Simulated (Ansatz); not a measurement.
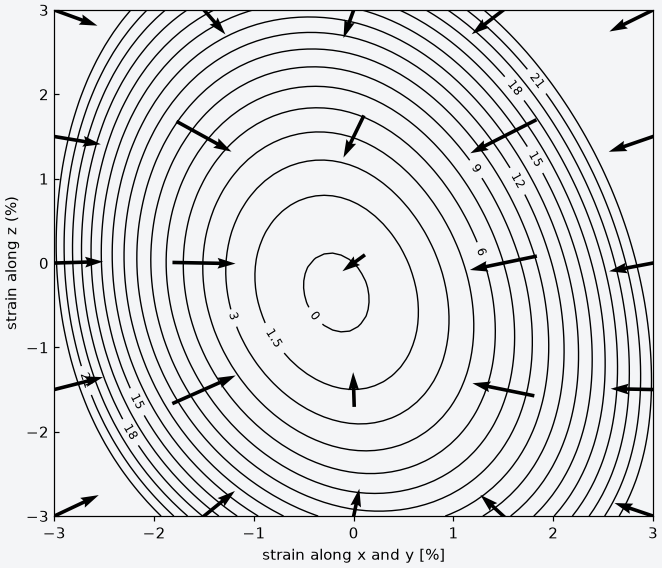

Energy landscape of Si (P6/mmm, No. 191; 1 atom in the cell). The cell is strained homogeneously, by one strain along x and y and another along z, with fractional coordinates fixed (x along [1 0 0], z along [0 0 1] of the conventional cell). The first coordinate is: strain along x and y; the second: strain along z. Grid: 5 × 5 points. Energies are in meV/atom, from the lowest grid point. The reference cell is the one listed in the database, not relaxed at this level. Computed with DFT LDA, scalar-relativistic, plane waves, PAW in Ansatz. Settings: cutoff 420 eV, k-mesh 24×24×20 in the order of the run's cell vectors, gaussian smearing 0.15 eV, no spin polarisation.

The picture shows contour lines labelled in meV/atom (none above 22.5), arrows along the force (downhill), their lengths compressed. Between grid points the surface is interpolated. 

Question: Describe this landscape.

Answer: The lowest grid point is at strain along x and y = 0.0 %, strain along z = 0.0 %. No other kind of well shows on this grid. The highest grid point, strain along x and y = 3.0 %, strain along z = 3.0 %, lies 44.2 meV/atom above the lowest. Round the minimum the valley is somewhat tilted: raising strain along x and y shifts the best value of strain along z downwards (coupling k₁₂/√(k₁₁k₂₂) about 0.2).

The values on the grid:

```tsv
strain along z ↓, strain along x and y →	−3.0	−1.5	0.0	1.5	3.0
3.0	32.3	17.0	14.8	24.4	44.2
1.5	25.0	7.9	4.6	13.3	32.3
0.0	22.9	4.4	0.0	7.5	25.0
−1.5	27.4	7.5	1.5	7.2	22.7
−3.0	39.7	17.9	9.6	13.1	26.4
```
